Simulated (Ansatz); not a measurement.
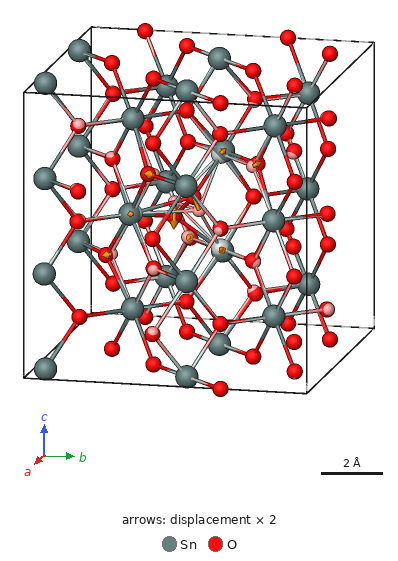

This is a relaxation of a defect cell of composition Sn24O49. The starting structure is drawn faded, the final one solid; orange arrows show the displacements, magnified 2 times.

Style: ball-and-stick. Shown: the cell of the calculation (origin shifted), slightly off an axis.

All numbers below come from Ansatz, DFT, PBEsol, PAW, plane waves. Set-up: plane-wave cutoff 420 eV; k-point mesh 1 × 1 × 1; mesh shifted by (0.25, 0.25, 0.25); no spin polarisation; atoms relaxed in a fixed cell; force threshold 0.03 eV/Å; at most 80 steps.

Question: Atoms of which element are displaced furthest, and by how much?

Answer: Oxygen: up to 0.48 Å, against 0.14 Å for tin.

Question: Describe the change and its energy.

Answer: An O atom moves most: 0.48 Å along [0 −1 2]. By element the largest moves are O 0.48 Å, Sn 0.14 Å. The lattice vectors keep their values. Near-neighbour distances that change, for instance: O–Sn 2.165 → 2.692 Å, O–Sn 2.209 → 2.696 Å, O–Sn 2.184 → 2.043 Å, O–Sn 2.135 → 2.069 Å. Among the angles between lasting bonds that change: Sn–O–O 69.7° → 98.1°, Sn–O–O 71.7° → 98.3°, Sn–O–Sn 117.5° → 138.4°. The energy falls by 1.570 eV per cell of the calculation in 9 geometry steps. Largest force component: 2.3 eV/Å at the start, 0.016 eV/Å at the end. Cost: 2.6 min on 7 threads of Arm Neoverse-V2, peak memory 2.1 GiB.
